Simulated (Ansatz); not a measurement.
Consider CoCl3 (honeycomb trihalide sheet).

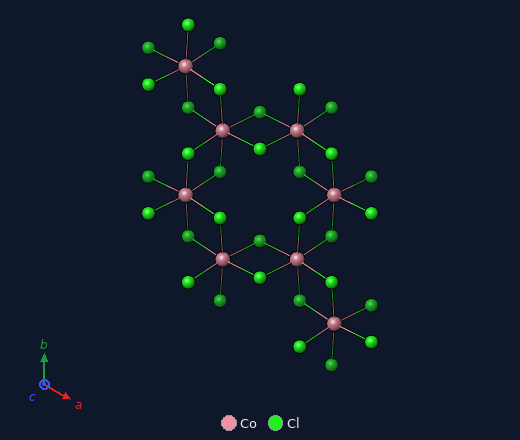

The structure (cobalt pink, chlorine green). 2×2×1 cells are drawn. Some periodic images of atoms are drawn too.

The cell holds 8 atoms: 2 Co and 6 Cl. Cell: a = 5.691 Å, b = 5.691 Å, c = 29.299 Å, α = 90.0°, β = 90.0°, γ = 120.0°. Vacuum lies along c.

```xyz
8
Lattice="4.6466 -2.3233 2.3233 -2.3233 -2.3233 -4.6466 16.9159 16.9159 -16.9159" Properties=species:S:1:pos:R:3
Co    5.4125    3.0892   -7.7359
Co    7.7359    3.0892   -5.4125
Cl    7.7906    5.3006   -5.3006
Cl    5.3006    5.3006   -7.7906
Cl    7.6239    3.1439   -7.6239
Cl    7.6812    3.2012   -3.2012
Cl    3.2012    3.2012   -7.6812
Cl    5.5245    3.0345   -5.5245
```

The structure was relaxed with PBEsol. The structure was generated from a model, not taken from a measurement. The runs that relaxed it are not among those shown. The program's search for lower electronic states was switched off, so nothing shows that the state found is the lowest. PAW set soft_2, made with PBE.

A constrained-RPA run (Ansatz 0.2.0; non-magnetic PBEsol; Co eg, bands c1 to c4, 6×6×1 mesh, medium accuracy) builds 4 functions on bands 0.41 eV wide, with 0.0 electrons in the window. The bare on-site interaction is 13.4 eV and the bare J 0.58 eV.

What U and J survive the screening?

On the Co eg shell, U = 2.81 eV (21 % of the bare value), U′ = 2.13 eV, J = 0.34 eV.

The parent state is non-magnetic and the interaction static (zero frequency); U depends on the window and the orbitals, so it belongs to this model alone.

[Paths, hosts, dates, memory and timing lines, banners, echoed tables and standing remarks are left out of the program output.]

[Logs are printed without paths, hosts, clocks, repeated set-up lines and the standing remarks that a program may print on its own settings, such as how far it seeks lower states.]

[Runs of the session that timed out or met a known fault of the program may be left out.]

[Hosts, paths, dates, database ids (printed as entryN), source tags and the programs' standing remarks are cut or masked in the printed files.]
